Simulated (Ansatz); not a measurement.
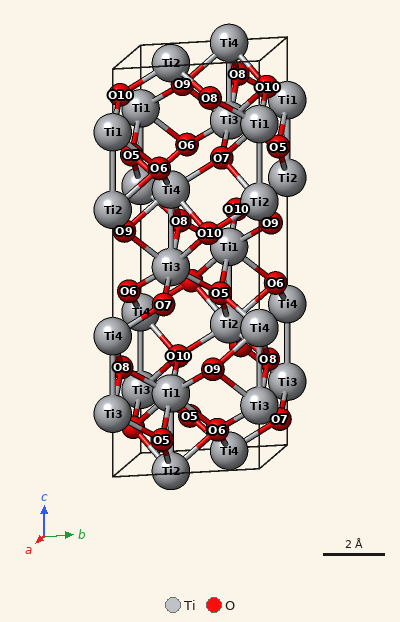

The input geometry (ball-and-stick view of the cell 3 times as large as that of the calculation, set on its symmetry axes, seen slightly off an axis; atoms are numbered from 1 in the order of the input). An atom can appear more than once, as a periodic image.

**Geometry relaxation of Ti$_{2}$O$_{3}$ (part 1 of 3)**

System: Ti$_{2}$O$_{3}$ (R-3c, 10 atoms in the cell).
Method: DFT r2SCAN+U, scalar-relativistic, plane waves, PAW, Ueff = 4 eV on Ti d, spin-polarised (Ansatz 0.2.0).

The structure derives from an entry of the Crystallography Open Database. Figures and captions count atoms from 1; the log counts them from 0 in places.

Output
```
Ti: projections on atomic orbitals take those of the free atom [Ne] 3s2 3p6 3d2 4s2, of charge +0.00 (hamiltonian.pseudopotentials.projection_atoms); the dataset's partial waves leave at most 4.1e-7 of an orbital's norm unspanned inside its sphere
O: projections on atomic orbitals take those of the free atom [He] 2s2 2p4, of charge +0.00 (hamiltonian.pseudopotentials.projection_atoms); the dataset's partial waves leave at most 1.9e-8 of an orbital's norm unspanned inside its sphere
Engine: ansatz 0.2.0, aarch64-unknown-linux-gnu
Pseudopotentials: kind: paw
Pseudopotential: Ti, paw, valence charge 12, recommended cutoff 500 eV (meta_gga), Ti.paw.azcp
Pseudopotential: O, paw, valence charge 6, recommended cutoff 500 eV (meta_gga), O.paw.azcp
Functional definition: r2SCAN
  parameter k0 = 0.174
  parameter k1 = 0.065
  parameter a1 = 4.9479
  exchange = r2scan_x(k0 = k0, k1 = k1, a1 = a1)
  correlation = r2scan_c
Crystal: 10 atoms, lattice volume = 104.408 Å³
Basis set: ecut = 500 eV, 2645 PW (Γ), exchange–correlation on 160×160×160 points (64 copies of the dense FFT grid, shifted against one another)
Bands: 54, of which v1, the nominal top of the filled ones, is band 42 counted from 1 (41 counted from 0)
Symmetry: 12 space group operations
Space group: R-3c (ITA 167), of the structure as read, at distance tolerance 4.7e-5 Å
Magnetic group: BNS 167.103 (UNI 1333), of the structure as read, at distance tolerance 4.7e-5 Å
k-points: 32 of 216
Non-local potential: Ti, projectors of the file, l = 0: 3, l = 1: 2, l = 2: 3, l = 3: 1
Non-local potential: O, projectors of the file, l = 0: 2, l = 1: 2, l = 2: 1
PAW form: soft (Blöchl's): semilocal exchange-correlation on the pseudo side does not see the compensation charge
PAW frozen core: Ti, regenerated for the run's functional (the file was generated under x = pbe(κ = 0.804, μ = 0.2195149727645171), c = pbe(β = 0.06672455060314922))
PAW frozen core: O, regenerated for the run's functional (the file was generated under x = pbe(κ = 0.804, μ = 0.2195149727645171), c = pbe(β = 0.06672455060314922))
PAW one-centre angular grid: Ti, 590 points (default); XC on 160 Gauss nodes
PAW one-centre angular grid: O, 302 points (default); XC on 160 Gauss nodes
Initial density: superposition of atomic densities (chi_scale 0.1, normalization cell, long waves kept (reshape's long-wave potential 0.00 eV rms))
Starting moments: Σ|m| = 3.28 μB on 4 of 10 sites
Initial wavefunctions: pseudopotential atomic-orbital guess
Functional: x = r2scan, c = r2scan; τ floored in thin density (d = 2e-4 eV/Å³)
SCF iter   1: F=—  HF=-13429.753460 eV  |F-HF|=—  |Δ(HF+E_count)|=         —  Δρ=3.31e-2 (↑3.09e-2 ↓3.31e-2)  dr2=3.68e0  dr2_τ=2.21e-1  dr2_m=2.01e-1  M=3.834 μB ∫|m|=4.180 μB  β_m=1.00  ethr=3.10e-3  ⟨swp⟩=5.3  Hψ=13163  notcnv=0
preconditioner: auto → Kerker (q_TF=auto, 2.631 Å⁻¹)  [metal: Δε(μ)=0.011 eV  Ē_g=11.378 eV  σ=0.100 eV  W_gap=0.06  n_scr=26 (ndim 8)  ℏωp=26.2 eV  f_vac=0.000  D(μ)=5.82/eV (n_scr^D=58)]
spin=Collinear: Kerker preconditioning applied to the charge; magnetization (m = ρ↑ − ρ↓) channel mixes plain (no charge-response kernel on spin).
SCF iter   2: F=—  HF=-13430.667453 eV  |F-HF|=—  |Δ(HF+E_count)|=   9.14e-1  Δρ=2.24e-2 (↑2.24e-2 ↓2.15e-2)  dr2=2.05e0  dr2_τ=2.25e-2  dr2_m=1.81e-2  M=4.000 μB ∫|m|=4.447 μB  β_m=1.00  ethr=3.10e-3  ⟨swp⟩=3.0  Hψ=6921  notcnv=0  defer=217  κ⁻¹=1.0e0(r=1)
SCF iter   3: F=—  HF=-13431.134712 eV  |F-HF|=—  |Δ(HF+E_count)|=   4.67e-1  Δρ=1.25e-2 (↑1.25e-2 ↓1.13e-2)  dr2=5.32e-1  dr2_τ=1.40e-2  dr2_m=2.30e-3  M=4.000 μB ∫|m|=4.541 μB  β_m=1.00  ethr=2.44e-3  ⟨swp⟩=2.0  Hψ=5454  notcnv=0  defer=217  κ⁻¹=8.4e-3(r=2)
SCF iter   4: F=—  HF=-13431.305024 eV  |F-HF|=—  |Δ(HF+E_count)|=   1.70e-1  Δρ=5.91e-3 (↑5.91e-3 ↓5.13e-3)  dr2=1.19e-1  dr2_τ=3.39e-3  dr2_m=1.19e-3  M=4.000 μB ∫|m|=4.523 μB  β_m=0.30  ethr=6.33e-4  ⟨swp⟩=2.4  Hψ=5510  notcnv=0  defer=218  κ⁻¹=1.1e-3(r=3)
SCF iter   5: F=—  HF=-13431.359481 eV  |F-HF|=—  |Δ(HF+E_count)|=   5.45e-2  Δρ=4.53e-3 (↑4.53e-3 ↓3.78e-3)  dr2=5.62e-2  dr2_τ=1.88e-3  dr2_m=1.30e-3  M=4.000 μB ∫|m|=4.563 μB  β_m=1.00  ethr=1.41e-4  ⟨swp⟩=2.0  Hψ=5482  notcnv=0  defer=241  κ⁻¹=8.2e-4(r=4)
SCF iter   6: F=—  HF=-13431.426534 eV  |F-HF|=—  |Δ(HF+E_count)|=   6.71e-2  Δρ=2.30e-3 (↑2.30e-3 ↓1.15e-3)  dr2=8.77e-3  dr2_τ=2.35e-4  dr2_m=9.25e-4  M=4.000 μB ∫|m|=4.577 μB  β_m=1.00  ethr=6.69e-5  ⟨swp⟩=2.2  Hψ=5640  notcnv=0  defer=237  κ⁻¹=2.4e-5(r=5)
SCF iter   7: F=—  HF=-13431.467099 eV  |F-HF|=—  |Δ(HF+E_count)|=   4.06e-2  Δρ=1.88e-3 (↑1.88e-3 ↓7.22e-4)  dr2=2.19e-3  dr2_τ=1.39e-4  dr2_m=1.10e-3  M=4.000 μB ∫|m|=4.577 μB  β_m=0.30  ethr=1.04e-5  ⟨swp⟩=2.0  Hψ=6436  notcnv=0  defer=295  κ⁻¹=1.2e-5(r=6)
SCF iter   8: F=—  HF=-13431.506944 eV  |F-HF|=—  |Δ(HF+E_count)|=   3.98e-2  Δρ=3.98e-3 (↑3.98e-3 ↓5.15e-4)  dr2=4.89e-3  dr2_τ=1.81e-4  dr2_m=4.31e-3  M=4.000 μB ∫|m|=4.581 μB  β_m=1.00  ethr=2.61e-6  ⟨swp⟩=2.0  Hψ=4598  notcnv=0  defer=295  κ⁻¹=6.6e-6(r=7)
SCF iter   9: F=—  HF=-13431.569711 eV  |F-HF|=—  |Δ(HF+E_count)|=   6.28e-2  Δρ=7.64e-3 (↑7.64e-3 ↓1.55e-3)  dr2=2.67e-2  dr2_τ=7.17e-4  dr2_m=9.06e-3  M=4.000 μB ∫|m|=4.585 μB  β_m=1.00  ethr=2.61e-6  ⟨swp⟩=2.0  Hψ=5933  notcnv=0  defer=292  κ⁻¹=1.0e-6(r=8)
SCF iter  10: F=—  HF=-13431.705071 eV  |F-HF|=—  |Δ(HF+E_count)|=   1.35e-1  Δρ=1.37e-2 (↑1.37e-2 ↓3.55e-3)  dr2=9.64e-2  dr2_τ=2.20e-3  dr2_m=2.51e-2  M=4.000 μB ∫|m|=4.576 μB  β_m=1.00  ethr=2.61e-6  ⟨swp⟩=2.1  Hψ=6148  notcnv=0  defer=291  κ⁻¹=4.2e-7(r=8)
SCF iter  11: F=—  HF=-13432.014556 eV  |F-HF|=—  |Δ(HF+E_count)|=   3.09e-1  Δρ=2.04e-2 (↑2.04e-2 ↓6.18e-3)  dr2=2.35e-1  dr2_τ=4.76e-3  dr2_m=4.94e-2  M=4.000 μB ∫|m|=4.531 μB  β_m=1.00  ethr=2.61e-6  ⟨swp⟩=2.5  Hψ=6645  notcnv=0  defer=289  κ⁻¹=7.8e-7(r=8)
SCF iter  12: F=—  HF=-13432.514261 eV  |F-HF|=—  |Δ(HF+E_count)|=   5.00e-1  Δρ=2.42e-2 (↑2.42e-2 ↓1.05e-2)  dr2=4.00e-1  dr2_τ=6.92e-3  dr2_m=4.80e-2  M=4.000 μB ∫|m|=4.436 μB  β_m=1.00  ethr=2.61e-6  ⟨swp⟩=2.7  Hψ=6730  notcnv=0  defer=292  κ⁻¹=2.2e-6(r=8)
SCF iter  13: F=—  HF=-13432.991263 eV  |F-HF|=—  |Δ(HF+E_count)|=   4.77e-1  Δρ=2.47e-2 (↑2.47e-2 ↓1.38e-2)  dr2=4.97e-1  dr2_τ=8.49e-3  dr2_m=3.40e-2  M=4.000 μB ∫|m|=4.337 μB  β_m=1.00  ethr=2.61e-6  ⟨swp⟩=2.6  Hψ=6701  notcnv=0  defer=297  κ⁻¹=1.5e-5(r=8)
SCF iter  14: F=—  HF=-13433.313958 eV  |F-HF|=—  |Δ(HF+E_count)|=   3.23e-1  Δρ=2.40e-2 (↑2.40e-2 ↓1.54e-2)  dr2=5.18e-1  dr2_τ=9.13e-3  dr2_m=2.49e-2  M=4.000 μB ∫|m|=4.272 μB  β_m=1.00  ethr=2.61e-6  ⟨swp⟩=2.0  Hψ=6289  notcnv=0  defer=314  κ⁻¹=1.5e-5(r=8)
SCF iter  15: F=—  HF=-13433.498281 eV  |F-HF|=—  |Δ(HF+E_count)|=   1.84e-1  Δρ=2.41e-2 (↑2.41e-2 ↓1.61e-2)  dr2=5.36e-1  dr2_τ=9.66e-3  dr2_m=2.27e-2  M=4.000 μB ∫|m|=4.230 μB  β_m=1.00  ethr=2.61e-6  ⟨swp⟩=2.0  Hψ=6028  notcnv=0  defer=316  κ⁻¹=1.1e-5(r=8)
SCF iter  16: F=—  HF=-13433.596839 eV  |F-HF|=—  |Δ(HF+E_count)|=   9.86e-2  Δρ=2.38e-2 (↑2.38e-2 ↓1.62e-2)  dr2=5.35e-1  dr2_τ=9.73e-3  dr2_m=2.15e-2  M=4.000 μB ∫|m|=4.200 μB  β_m=1.00  ethr=2.61e-6  ⟨swp⟩=2.0  Hψ=5247  notcnv=0  defer=325  κ⁻¹=1.2e-5(r=8)
SCF iter  17: F=—  HF=-13433.646054 eV  |F-HF|=—  |Δ(HF+E_count)|=   4.92e-2  Δρ=2.39e-2 (↑2.39e-2 ↓1.64e-2)  dr2=5.43e-1  dr2_τ=9.94e-3  dr2_m=2.13e-2  M=4.000 μB ∫|m|=4.179 μB  β_m=1.00  ethr=2.61e-6  ⟨swp⟩=2.0  Hψ=4829  notcnv=0  defer=325  κ⁻¹=1.0e-5(r=8)
SCF iter  18: F=—  HF=-13433.669645 eV  |F-HF|=—  |Δ(HF+E_count)|=   2.36e-2  Δρ=2.40e-2 (↑2.40e-2 ↓1.66e-2)  dr2=5.50e-1  dr2_τ=1.01e-2  dr2_m=2.13e-2  M=4.000 μB ∫|m|=4.164 μB  β_m=1.00  ethr=2.61e-6  ⟨swp⟩=2.0  Hψ=5018  notcnv=0  defer=328  κ⁻¹=2.6e-6(r=8)
SCF iter  19: F=—  HF=-13433.690847 eV  |F-HF|=—  |Δ(HF+E_count)|=   2.12e-2  Δρ=2.22e-2 (↑2.22e-2 ↓1.54e-2)  dr2=4.87e-1  dr2_τ=8.85e-3  dr2_m=1.82e-2  M=4.000 μB ∫|m|=4.153 μB  β_m=1.00  ethr=2.61e-6  ⟨swp⟩=2.0  Hψ=5782  notcnv=0  defer=334  κ⁻¹=1.2e-5(r=8)
SCF iter  20: F=—  HF=-13433.696658 eV  |F-HF|=—  |Δ(HF+E_count)|=   5.81e-3  Δρ=2.22e-2 (↑2.22e-2 ↓1.56e-2)  dr2=4.96e-1  dr2_τ=8.95e-3  dr2_m=1.78e-2  M=4.000 μB ∫|m|=4.145 μB  β_m=1.00  ethr=2.61e-6  ⟨swp⟩=2.1  Hψ=5133  notcnv=0  defer=334  κ⁻¹=4.2e-5(r=8)
SCF iter  21: F=—  HF=-13433.706427 eV  |F-HF|=—  |Δ(HF+E_count)|=   9.77e-3  Δρ=1.62e-2 (↑1.62e-2 ↓1.12e-2)  dr2=2.72e-1  dr2_τ=4.87e-3  dr2_m=9.98e-3  M=4.000 μB ∫|m|=4.141 μB  β_m=1.00  ethr=2.61e-6  ⟨swp⟩=2.9  Hψ=6887  notcnv=0  defer=330
Mixer restart at iter 21: flushing history
spin-set hold released at iteration 21 (site moments' squared step at or under half its running peak, from the soft ceiling on): the magnetisation degrees of freedom join the quasi-Newton model from the next iteration; the mixer history was flushed
SCF iter  22: F=—  HF=-13434.185109 eV  |F-HF|=—  |Δ(HF+E_count)|=         —  Δρ=1.06e-2 (↑1.06e-2 ↓9.74e-3)  dr2=1.60e-1  dr2_τ=2.13e-3  dr2_m=2.83e-4  M=4.000 μB ∫|m|=4.136 μB  β_m=1.00  ethr=2.61e-6  ⟨swp⟩=3.0  Hψ=6985  notcnv=0  defer=327
Mixer restart at iter 22: flushing history
SCF iter  23: F=—  HF=-13433.666514 eV  |F-HF|=—  |Δ(HF+E_count)|=   5.19e-1  Δρ=1.88e-3 (↑1.79e-3 ↓1.88e-3)  dr2=1.09e-2  dr2_τ=3.25e-4  dr2_m=9.56e-5  M=4.000 μB ∫|m|=4.133 μB  β_m=1.00  ethr=5.95e-5  ⟨swp⟩=2.0  Hψ=6582  notcnv=0  defer=339
SCF iter  24: F=—  HF=-13433.668012 eV  |F-HF|=—  |Δ(HF+E_count)|=   1.50e-3  Δρ=1.35e-3 (↑1.32e-3 ↓1.35e-3)  dr2=6.69e-3  dr2_τ=8.61e-5  dr2_m=2.85e-6  M=4.000 μB ∫|m|=4.132 μB  β_m=1.00  ethr=1.30e-5  ⟨swp⟩=1.1  Hψ=3152  notcnv=0  defer=339  κ⁻¹=1.0e0(r=1)
SCF iter  25: F=—  HF=-13433.668818 eV  |F-HF|=—  |Δ(HF+E_count)|=   8.06e-4  Δρ=6.97e-4 (↑6.83e-4 ↓6.97e-4)  dr2=2.39e-3  dr2_τ=2.89e-5  dr2_m=4.02e-6  M=4.000 μB ∫|m|=4.133 μB  β_m=1.00  ethr=7.97e-6  ⟨swp⟩=1.0  Hψ=3140  notcnv=0  defer=339  κ⁻¹=1.7e-1(r=2)
Mixer restart at iter 25: flushing history
SCF iter  26: F=—  HF=-13429.189714 eV  |F-HF|=—  |Δ(HF+E_count)|=         —  Δρ=3.46e-3 (↑3.46e-3 ↓8.42e-4)  dr2=8.22e-3  dr2_τ=4.20e-4  dr2_m=4.21e-3  M=4.000 μB ∫|m|=4.259 μB  β_m=1.00  ethr=2.84e-6  ⟨swp⟩=3.6  Hψ=7440  notcnv=0  defer=339
Mixer restart at iter 26: flushing history
SCF iter  27: F=—  HF=-13433.669952 eV  |F-HF|=—  |Δ(HF+E_count)|=    4.48e0  Δρ=3.72e-3 (↑3.72e-3 ↓1.31e-3)  dr2=2.11e-2  dr2_τ=7.17e-4  dr2_m=1.79e-3  M=4.000 μB ∫|m|=4.184 μB  β_m=1.00  ethr=5.95e-5  ⟨swp⟩=2.4  Hψ=5497  notcnv=0  defer=340
SCF iter  28: F=—  HF=-13433.667921 eV  |F-HF|=—  |Δ(HF+E_count)|=   2.03e-3  Δρ=1.47e-3 (↑1.47e-3 ↓8.61e-4)  dr2=5.31e-3  dr2_τ=6.23e-5  dr2_m=1.03e-4  M=4.000 μB ∫|m|=4.164 μB  β_m=1.00  ethr=2.51e-5  ⟨swp⟩=1.5  Hψ=4198  notcnv=0  defer=340  κ⁻¹=1.0e0(r=1)
SCF iter  29: F=—  HF=-13433.668143 eV  |F-HF|=—  |Δ(HF+E_count)|=   2.22e-4  Δρ=3.06e-4 (↑2.62e-4 ↓3.06e-4)  dr2=3.12e-4  dr2_τ=2.80e-6  dr2_m=1.81e-6  M=4.000 μB ∫|m|=4.149 μB  β_m=1.00  ethr=6.33e-6  ⟨swp⟩=2.3  Hψ=4988  notcnv=0  defer=340  κ⁻¹=6.1e-2(r=2)
SCF iter  30: F=—  HF=-13433.668613 eV  |F-HF|=—  |Δ(HF+E_count)|=   4.71e-4  Δρ=2.10e-4 (↑1.98e-4 ↓2.10e-4)  dr2=1.43e-4  dr2_τ=1.63e-6  dr2_m=1.92e-6  M=4.000 μB ∫|m|=4.144 μB  β_m=1.00  ethr=3.71e-7  ⟨swp⟩=2.2  Hψ=4543  notcnv=0  defer=340  κ⁻¹=3.8e-3(r=3)
SCF iter  31: F=—  HF=-13433.668894 eV  |F-HF|=—  |Δ(HF+E_count)|=   2.80e-4  Δρ=6.45e-5 (↑6.45e-5 ↓6.33e-5)  dr2=2.31e-5  dr2_τ=2.29e-7  dr2_m=7.52e-7  M=4.000 μB ∫|m|=4.137 μB  β_m=1.00  ethr=1.70e-7  ⟨swp⟩=2.1  Hψ=4904  notcnv=0  defer=340  κ⁻¹=2.9e-4(r=4)
SCF iter  32: F=—  HF=-13433.668897 eV  |F-HF|=—  |Δ(HF+E_count)|=   3.01e-6  Δρ=4.24e-5 (↑4.24e-5 ↓4.05e-5)  dr2=1.05e-5  dr2_τ=9.73e-8  dr2_m=1.82e-8  M=4.000 μB ∫|m|=4.135 μB  β_m=1.00  ethr=2.75e-8  ⟨swp⟩=2.1  Hψ=4484  notcnv=0  defer=340  κ⁻¹=6.6e-5(r=5)
SCF iter  33: F=—  HF=-13433.668899 eV  |F-HF|=—  |Δ(HF+E_count)|=   2.12e-6  Δρ=2.10e-5 (↑1.82e-5 ↓2.10e-5)  dr2=1.34e-6  dr2_τ=3.20e-8  dr2_m=1.58e-7  M=4.000 μB ∫|m|=4.134 μB  β_m=1.00  ethr=1.26e-8  ⟨swp⟩=2.2  Hψ=4817  notcnv=0  defer=340  κ⁻¹=1.3e-5(r=6)
SCF iter  34: F=—  HF=-13433.668898 eV  |F-HF|=—  |Δ(HF+E_count)|=         —  Δρ=1.38e-5 (↑1.38e-5 ↓1.18e-5)  dr2=5.31e-7  dr2_τ=9.03e-9  dr2_m=2.11e-8  M=4.000 μB ∫|m|=4.134 μB  β_m=1.00  ethr=1.59e-9  ⟨swp⟩=2.4  Hψ=5000  notcnv=0  defer=340
Mixer restart at iter 34: flushing history
SCF iter  35: F=—  HF=-13430.422858 eV  |F-HF|=—  |Δ(HF+E_count)|=         —  Δρ=3.75e-2 (↑3.75e-2 ↓1.47e-5)  dr2=5.61e-1  dr2_τ=2.60e-2  dr2_m=3.37e-1  M=4.000 μB ∫|m|=4.382 μB  ethr=5.95e-5  ⟨swp⟩=2.0  Hψ=4875  notcnv=0  defer=339
Mixer restart at iter 35: flushing history
SCF iter  36: F=—  HF=-13433.668898 eV  |F-HF|=—  |Δ(HF+E_count)|=         —  Δρ=1.25e-5 (↑1.23e-5 ↓1.25e-5)  dr2=4.73e-7  dr2_τ=9.58e-9  dr2_m=1.99e-8  M=4.000 μB ∫|m|=4.134 μB  β_m=1.00  ethr=6.32e-10  ⟨swp⟩=6.9  Hψ=11402  notcnv=0  defer=197
SCF iter  37: F=—  HF=-13433.668899 eV  |F-HF|=—  |Δ(HF+E_count)|=   2.35e-7  Δρ=9.44e-6 (↑9.04e-6 ↓9.44e-6)  dr2=3.32e-7  dr2_τ=5.06e-9  dr2_m=6.07e-9  M=4.000 μB ∫|m|=4.134 μB  β_m=1.00  ethr=5.63e-10  ⟨swp⟩=1.1  Hψ=4042  notcnv=0  defer=195  κ⁻¹=1.0e0(r=1)
SCF iter  38: F=-13433.668899 eV  HF=-13433.668899 eV  |F-HF|=1.39e-8  |Δ(HF+E_count)|=   3.96e-7  Δρ=3.88e-6 (↑3.88e-6 ↓3.21e-6)  dr2=7.38e-8  dr2_τ=6.30e-10  dr2_m=2.46e-9  M=4.000 μB ∫|m|=4.135 μB  ethr=1.19e-10  ⟨swp⟩=9.7  Hψ=18230  notcnv=0
SCF 1 converged in 38 iterations: F = -13433.668899 eV  dr2 = 7.38e-8
  greatest PAW one-centre occupation: 1.002 electrons in one spin orbital (limit 2), on the Ti atom at site 2 (counted from 0), in its partial waves of l = 1
relax step   1: F+E_penalty+E_count = -13433.66889902 eV  Δ(F+E_penalty+E_count) = +0.000e0 eV  max|allowed force component| = 2.198e0 eV/Å  Δτ_max = 0.0000 Å  P = +15.349 GPa  Ω = 104.408 Å³  (38 SCF iters, dr2 threshold 1.00e-7 eV, accepted)
Crystal: 10 atoms, lattice volume = 110.019 Å³
Basis set: ecut = 500 eV, 2807 PW (Γ), exchange–correlation on 160×160×160 points (64 copies of the dense FFT grid, shifted against one another)
Initial density: handed on by an earlier stage of this run
Starting moments: Σ|m| = 3.28 μB on 4 of 10 sites; this step starts from the density that it was given
Initial wavefunctions: those handed on with the density
iter 1 solved again at ethr=2.37e-4 eV; its pass at ethr=3.10e-3 eV (dr2=1.99e-1 eV) is discarded
```
